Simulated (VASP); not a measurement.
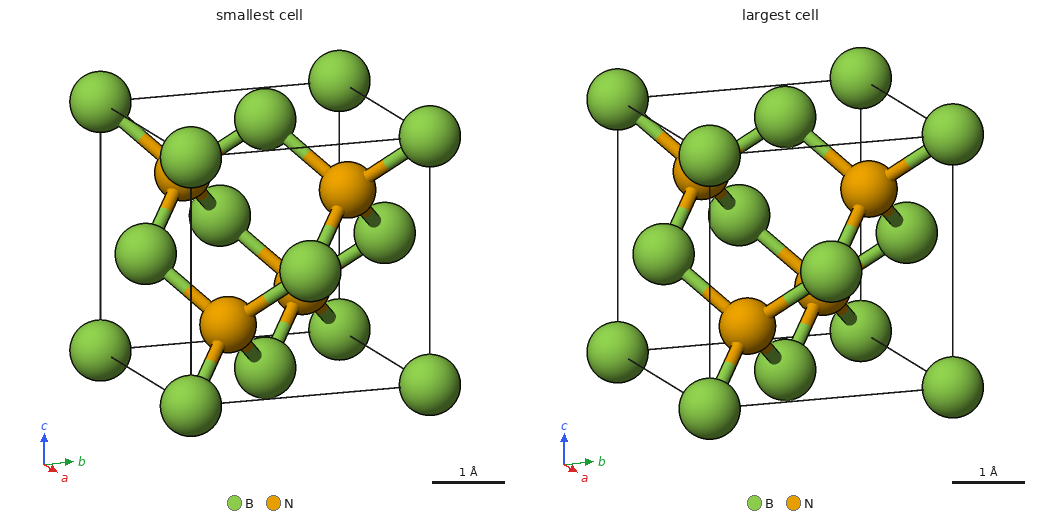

BN, zinc blende type, space group F-43m (No. 216), relaxed (cell and atoms, zero pressure) with nine functionals; the smallest and the largest of the relaxed conventional cells are drawn to one scale (sticks follow a distance rule). The start was a structure listed in the Materials Project.

Alike in all runs: VASP 6.6.1; cutoff 600 eV; k mesh 13 × 13 × 13 on the run's cell of 2 atoms; occupations fermi-dirac, width 0.05 eV; no spin polarisation; no spin-orbit coupling. LDA runs use LDA potentials, the others PBE ones.

| level | volume (Å³/atom) | a (Å) | gap (eV) |
| --- | --- | --- | --- |
| revPBE | 6.02 | 3.639 | 4.53 |
| RPBE | 6.05 | 3.644 | 4.54 |
| LDA | 5.75 | 3.583 | 4.45 |
| PBE | 5.95 | 3.625 | 4.52 |
| AM05 | 5.85 | 3.605 | 4.38 |
| BLYP | ? | ? | ? |
| PW91 | 5.95 | 3.624 | 4.58 |
| SCAN | 5.87 | 3.607 | 5.05 |
| r2SCAN | 5.90 | 3.613 | 5.06 |

**What does BLYP give?**

Volume 6.06 Å³/atom; a 3.646 Å; gap 4.91 eV. That is the largest volume of all.

**Order the levels by the relaxed volume, smallest first.**

LDA (5.75 Å³/atom), AM05 (5.85 Å³/atom), SCAN (5.87 Å³/atom), r2SCAN (5.90 Å³/atom), PW91 and PBE (5.95 Å³/atom), revPBE (6.02 Å³/atom), RPBE (6.05 Å³/atom), BLYP (6.06 Å³/atom). Rows within a few tenths of a per cent can't be told apart.

Gaps are the least found on the k-mesh; a mesh with odd divisions misses some points on the zone boundary, so where the band edges lie there the true gap is smaller.

Caveat: rows whose functional differs from that of their potentials carry a shift in pressure and volume, which can reorder them.
